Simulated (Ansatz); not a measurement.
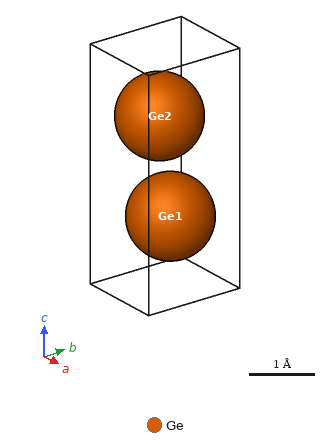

Figure 1. The starting structure (spheres-only view of the cell of the calculation, seen slightly off an axis; atoms are numbered from 1 in the order of the input). An atom can appear more than once, as a periodic image.

**Ge: geometry relaxation**

Ge (2 atoms in the cell), computed with DFT, LDA, all-electron LAPW, scalar-relativistic, no spin polarisation (Ansatz 0.2.0).

It belongs to a series of runs on one base structure; here: hcp relaxed under pressure, LAPW. Figures and captions count atoms from 1; the log counts them from 0 in places.

## The input
```yaml
crystal:
  lattice:
    - [2.342400986, 0.0, 0.0]
    - [-1.171200493, 2.0285787598, 0.0]
    - [0.0, 0.0, 3.834049369]
  atoms:
    - { symbol: Ge, position: [0.3333333333, 0.6666666667, 0.25] }
    - { symbol: Ge, position: [0.6666666667, 0.3333333333, 0.75] }
kpoints:
  mp_grid: { grid: [18, 18, 10] }
scf:
  occupations: { method: fermi_dirac, width: 0.1 }
hamiltonian:
  xc: lda
  pseudopotentials: { kind: all_electron, lapw: { basis_error: 0.0005 } }
output:
  forces: true
  stress: true
  eigenvalues: true
relax:
  f_tol: 0.005
  max_steps: 12
  cell: { p_target: 240.0, stress_tol: 0.12 }
```

Launch command:
```bash
ansatz run input.yaml --threads 1 --pin off --max-ram 3584MiB --backend cpu --events-out ev --progress --plain --runs-dir out
```

## What the program printed
```
The last accepted step is kept in [file] (removed where the run ends without a failure and the disk answers)
LAPW: plane waves up to 10.398 Å⁻¹, error target 5.0e-4 eV per atom; small_component_spin mean_spin; Ge in spheres of 1.136 Å, 22 of its electrons in bands, Dirac shells [] (how accurate: hamiltonian.pseudopotentials.lapw.basis_error, Limitations)
Engine: ansatz 0.2.0, aarch64-unknown-linux-gnu
Pseudopotentials: kind: all_electron
Pseudopotential: Ge, LAPW, valence charge 22, lapw/all_electron/scalar/gaussian/Ge, Koelling and Harmon's equation, gaussian nucleus
Functional definition: SPW92
  exchange = slater_x
  correlation = pw_c
Crystal: 2 atoms, lattice volume = 18.218 Å³
Basis set: ecut = 411.94125945355717 eV, 337 PW (Γ), exchange–correlation at level 2
Bands: 27, of which v1, the nominal top of the filled ones, is band 22 counted from 1 (21 counted from 0)
Symmetry: 24 space group operations
Space group: P63/mmc (ITA 194), of the structure as read, at distance tolerance 2.6e-5 Å
k-points: 222 of 3240
Non-local potential: Ge, projectors of the file, none
Initial density: superposition of atomic densities (chi_scale 0.1, normalization cell)
Initial wavefunctions: plane waves of lowest kinetic energy (no species holds an atomic orbital)
Functional: x = slater, c = lda
iter 1 solved again at ethr=4.75e-5 eV; its pass at ethr=1.00e-1 eV (dr2=2.09e-2 eV) is discarded
SCF iter   1: F=—  HF=-114066.764632 eV  |F-HF|=—  |Δ(HF+E_count)|=         —  Δρ=1.90e-2  dr2=2.10e-2  ethr=4.75e-5  ⟨swp⟩=3.1  Hψ=42030  notcnv=0
preconditioner: auto → none  [metal: Δε(μ)=0.102 eV  Ē_g=28.685 eV  σ=0.100 eV  W_gap=0.25  n_scr=8 (ndim 8)  ℏωp=46.0 eV  f_vac=0.000  D(μ)=0.43/eV (n_scr^D=2)  sad-step TF]
SCF iter   2: F=—  HF=-114066.642456 eV  |F-HF|=—  |Δ(HF+E_count)|=   1.22e-1  Δρ=1.05e-2  dr2=7.88e-3  ethr=4.75e-5  ⟨swp⟩=2.1  Hψ=16984  notcnv=0
SCF iter   3: F=—  HF=-114066.626687 eV  |F-HF|=—  |Δ(HF+E_count)|=   1.58e-2  Δρ=5.34e-3  dr2=1.97e-3  ethr=1.79e-5  ⟨swp⟩=2.0  Hψ=16686  notcnv=0
iter 4 solved again at ethr=1.23e-7 eV; its pass at ethr=4.47e-6 eV (dr2=5.41e-5 eV) is discarded
SCF iter   4: F=—  HF=-114066.624067 eV  |F-HF|=—  |Δ(HF+E_count)|=   2.62e-3  Δρ=8.30e-4  dr2=5.40e-5  ethr=1.23e-7  ⟨swp⟩=2.0  Hψ=28944  notcnv=0
SCF iter   5: F=—  HF=-114066.624062 eV  |F-HF|=—  |Δ(HF+E_count)|=   5.86e-6  Δρ=2.36e-5  dr2=4.27e-8  ethr=1.23e-7  ⟨swp⟩=2.0  Hψ=16689  notcnv=0
SCF iter   6: F=-114066.624061 eV  HF=-114066.624061 eV  |F-HF|=7.28e-11  |Δ(HF+E_count)|=   5.27e-8  Δρ=1.86e-6  dr2=2.26e-10  ethr=9.69e-11  ⟨swp⟩=2.7  Hψ=17324  notcnv=0
SCF 1 converged in 6 iterations: F = -114066.624061 eV  dr2 = 2.26e-10
relax step   1: F+E_penalty+E_count = -114066.62406147 eV  Δ(F+E_penalty+E_count) = +0.000e0 eV  max|allowed force component| = 1.850e-17 eV/Å  Δτ_max = 0.0000 Å  P = +240.214 GPa  Ω = 18.218 Å³  (6 SCF iters, accepted)
Crystal: 2 atoms, lattice volume = 18.224 Å³
Basis set: ecut = 411.86315961652275 eV, 337 PW (Γ), exchange–correlation at level 2
Initial density: handed on by an earlier stage of this run
Initial wavefunctions: those handed on with the density
iter 1 solved again at ethr=7.41e-11 eV; its pass at ethr=1.00e-1 eV (dr2=3.26e-8 eV) is discarded
SCF iter   1: F=—  HF=-114066.631827 eV  |F-HF|=—  |Δ(HF+E_count)|=         —  Δρ=5.29e-6  dr2=2.07e-9  ethr=7.41e-11  ⟨swp⟩=5.1  Hψ=33593  notcnv=0
preconditioner: auto → none  [metal: Δε(μ)=0.092 eV  Ē_g=29.302 eV  σ=0.100 eV  W_gap=0.22  n_scr=8 (ndim 8)  ℏωp=46.0 eV  f_vac=0.000  D(μ)=0.43/eV (n_scr^D=2)]
SCF iter   2: F=-114066.631827 eV  HF=-114066.631827 eV  |F-HF|=1.94e-9  |Δ(HF+E_count)|=   8.63e-9  Δρ=2.07e-6  dr2=3.01e-10  ethr=4.71e-12  ⟨swp⟩=2.0  Hψ=16694  notcnv=0
SCF 2 converged in 2 iterations: F = -114066.631827 eV  dr2 = 3.01e-10
relax step   2: F+E_penalty+E_count = -114066.63182708 eV  Δ(F+E_penalty+E_count) = -7.766e-3 eV  max|allowed force component| = 9.252e-17 eV/Å  Δτ_max = 0.0000 Å  P = +239.957 GPa  Ω = 18.224 Å³  (2 SCF iters, accepted)
iter 1 solved again at ethr=1.00e-12 eV; its pass at ethr=1.00e-1 eV (dr2=2.80e-10 eV) is discarded
SCF iter   1: F=—  HF=-114066.631827 eV  |F-HF|=—  |Δ(HF+E_count)|=         —  Δρ=2.07e-6  dr2=3.01e-10  ethr=3.25e-12 (applied; sched 1.00e-12)  ⟨swp⟩=3.1  Hψ=29726  notcnv=0  reapply=13
SCF iter   2: F=-114066.631827 eV  HF=-114066.631827 eV  |F-HF|=2.76e-10  |Δ(HF+E_count)|=   1.40e-9  Δρ=9.42e-7  dr2=6.01e-11  ethr=2.32e-12 (applied; sched 1.00e-12)  ⟨swp⟩=2.0  Hψ=16689  notcnv=0
SCF 3 converged in 2 iterations: F = -114066.631827 eV  dr2 = 6.01e-11
relax step   3: F+E_penalty+E_count = -114066.63182710 eV  Δ(F+E_penalty+E_count) = -2.417e-8 eV  max|allowed force component| = 6.476e-17 eV/Å  Δτ_max = 0.0000 Å  P = +239.957 GPa  Ω = 18.224 Å³  stress off target by 4.62e-2 GPa  SCF on the basis re-selected at this cell (its energy is not comparable with the rows above)  (2 SCF iters)
```

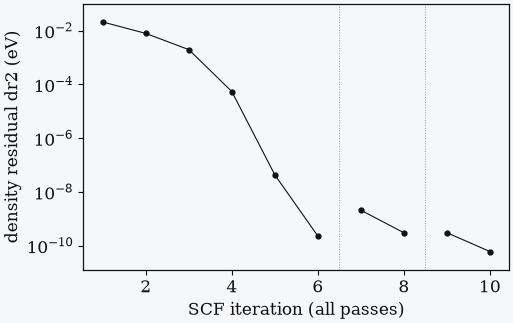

Figure 2. Convergence of the self-consistent field: density residual dr2 against the SCF iteration. The dotted lines part the SCF passes of the relaxation: geometry steps, rejected trials and re-solves on a re-selected basis. The passes take 6, 2 and 2 iterations.

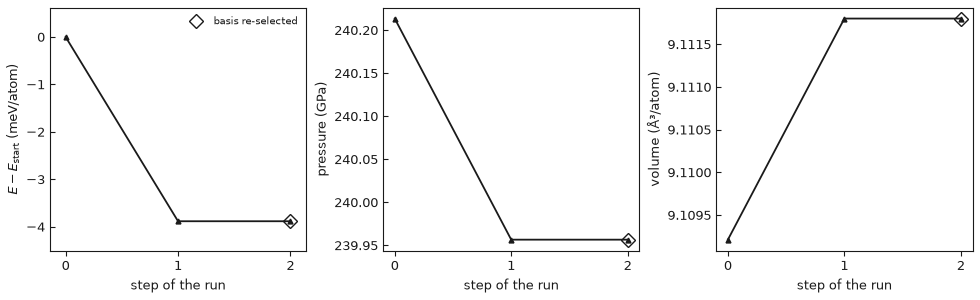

Figure 3. Progress of the relaxation, step by step (the first geometry is step 0 here and step 1 in the log). Over 1 geometry step the energy falls by 3.9 meV per atom. All forces vanish by symmetry, so only the cell relaxes. The pressure goes from 240.21 to 239.96 GPa. The atoms keep their places (all moves are under 0.005 Å). The cell stays as it was. The space group stays P6_3/mmc (No. 194). A last SCF at the same geometry on a re-selected plane-wave basis shifts the energy by next to nothing (0.0 meV per atom). (Atoms are counted from 1 in the order of the input.)

```
basis re-selected at this cell: Δ(F+E_penalty+E_count) = -2.417e-8 eV, ΔP = -0.000 GPa vs the last step (what re-selecting the basis moved, after the strain that the cell walked since its last selection, with what the two solves' SCF thresholds leave and, on support functions, any second-order correction that the steps lacked; it is no measure of the basis error at this ecutwfc). This SCF's stress stands 4.62e-2 GPa from its target on what of the cell is left free (relax.cell.stress_tol is 1.20e-1 GPa) and its largest allowed force component is 6.48e-17 eV/Å (relax.f_tol is 5.00e-3 eV/Å): within both
SCF converged after 2 iterations
Free energy (F): -114066.631827 eV
Harris-Foulkes:  -114066.631827 eV  (|F-HF|=2.76e-10)
Internal energy: -114066.617215 eV  (E = F + TS)
E sigma→0 (E₀):  -114066.624521 eV
Entropy (-TS):   -0.014612 eV (-7.306 meV/atom)
Fermi energy:    30.187264 eV
--- Per-component energies (eV) ---
  E_band       = -1270.333291
  E_kinetic    = 116496.459610
  E_xc         = -4197.114620
  E_electrostatic = -226365.962205  (all electrons and nuclei)
  E_smearing   = -0.014612  (= −TS)
  E_closure    = 0.000000  (closes the sum)
  E_atoms      = -114063.943511  (free atoms, spherical and without spin; not in F)
  Σ components = -114066.631827   (vs F -114066.631827, Δ=0.00e0)
  Basis errors (estimates in eV, not in F): energy 1.1e-4 per atom: plane waves 1.1e-4 (5.7e-5 summed), levels above the bands 3.0e-48, relativity 7.2e-9, radial functions 2.9e-6, core shells 1.2e-11; eigenvalues (radial functions only) 5.5e-7; not estimated: angular momenta, meshes, grids; target (lapw.basis_error) 5.0e-4; muffin-tin radii Ge 1.136 Å
--- Forces (eV/Å), atoms counted from 1 ---
  atom   1  Ge     0.00000000    -0.00000000     0.00000000
  atom   2  Ge    -0.00000000     0.00000000     0.00000000
  max |Σ_I F_I| component: 3.70e-17 eV/Å
--- Stress (GPa, compression-positive) ---
      239.953763       0.000000       0.000000
        0.000000     239.953763       0.000000
        0.000000       0.000000     239.962374
  P = ⅓ Tr σ = 239.9566 GPa (2399.566 kbar)
--- Band table (eV; the first three rows and the last of 222) ---
  k-point 0: bands = ["-134.0837", "-134.0759", "-81.7771", "-81.7338", "-81.7338", "-81.7247", "-81.7247", "-81.7197", "3.2454", "3.5559", "3.6085", "3.6085", "3.6829", "3.6829", "3.8217", "3.8217", "4.2207", "4.2207", "8.0371", "18.2931", "19.7934", "43.0666", "43.0666", "45.4785", "45.4785", "46.1069", "47.8100"]
  k-point 1: bands = ["-134.0835", "-134.0761", "-81.7757", "-81.7336", "-81.7336", "-81.7249", "-81.7249", "-81.7211", "3.2553", "3.5524", "3.5985", "3.5985", "3.6758", "3.6758", "3.8432", "3.8432", "4.2162", "4.2162", "8.1434", "16.8497", "21.4312", "43.1746", "43.1746", "44.9854", "45.5450", "45.5450", "46.6915"]
  k-point 2: bands = ["-134.0830", "-134.0766", "-81.7716", "-81.7329", "-81.7329", "-81.7255", "-81.7255", "-81.7252", "3.2837", "3.5405", "3.5800", "3.5800", "3.6564", "3.6564", "3.8953", "3.8953", "4.2020", "4.2020", "8.4646", "15.0457", "23.8179", "41.8138", "43.4952", "43.4952", "45.7294", "45.7294", "46.6118"]
  k-point 221: bands = ["-134.0738", "-134.0738", "-81.7702", "-81.7702", "-81.7606", "-81.7606", "-81.7337", "-81.7337", "3.3764", "3.3764", "3.6371", "3.6371", "3.8083", "3.8083", "3.8907", "3.8907", "4.2389", "4.2389", "22.4433", "22.4433", "24.1446", "24.1446", "24.6397", "24.6397", "41.4620", "41.4620", "44.7130"]
--- Relaxed structure (2 steps of the walk, 2 accepted, 1 SCFs on fresh bases) ---
  F+E_penalty+E_count = -114066.63182710 eV   max|allowed force component| = 6.476e-17 eV/Å   (the final SCF, on the basis selected at the relaxed cell)
  cell:  # Å, volume = 18.2236 Å³
    - [2.3426091934265085, 0.0, 0.0]
    - [-1.1713045967132543, 2.0287590726463303, 0.0]
    - [0.0, 0.0, 3.8344582800988256]
  atoms:
    - { symbol: Ge, position: [0.33333333333333337, 0.6666666666666667, 0.25] }
    - { symbol: Ge, position: [0.6666666666666667, 0.33333333333333337, 0.75] }
```

## Trajectory as extended XYZ (Å, eV, eV/Å), 3 frames, from step=1 to step=3
```
2
Lattice="2.3424 0.0000 0.0000 -1.1712 2.0286 0.0000 0.0000 0.0000 3.8340" Properties=species:S:1:pos:R:3:forces:R:3 step=1 energy=-114066.62406 pressure_GPa=240.21
Ge    0.0000    1.3524    0.9585    0.0000   0.0000   0.0000
Ge    1.1712    0.6762    2.8755    0.0000   0.0000   0.0000
2
Lattice="2.3426 0.0000 0.0000 -1.1713 2.0288 0.0000 0.0000 0.0000 3.8345" Properties=species:S:1:pos:R:3:forces:R:3 step=2 energy=-114066.63183 pressure_GPa=239.96
Ge    0.0000    1.3525    0.9586    0.0000   0.0000   0.0000
Ge    1.1713    0.6763    2.8758    0.0000   0.0000   0.0000
2
Lattice="2.3426 0.0000 0.0000 -1.1713 2.0288 0.0000 0.0000 0.0000 3.8345" Properties=species:S:1:pos:R:3:forces:R:3 step=3 energy=-114066.63183 pressure_GPa=239.96
Ge    0.0000    1.3525    0.9586    0.0000   0.0000   0.0000
Ge    1.1713    0.6763    2.8758    0.0000   0.0000   0.0000
```

## Key numbers

- outcome: converged
- space group (tolerance 0.01 Å): P6₃/mmc (194)
- electrons in bands (core shells apart): 44
- free energy: −114066.6318 eV
- Fermi energy: 30.187 eV
- pressure: 239.96 GPa
- final volume: 18.22 Å³
- largest force (length of the vector) at the end: under 0.001 eV/Å
- final cell: a = 2.343 Å, b = 2.343 Å, c = 3.834 Å, α = 90.00°, β = 90.00°, γ = 120.00°
- hardware: 1 thread of Arm Neoverse V2, 112 GiB of memory available, shared host
- wall time: 1.7 min
- peak memory: 0.72 GiB

## Notes

The cell was relaxed to the target pressure of the input; what is minimised is then the enthalpy E + pV.
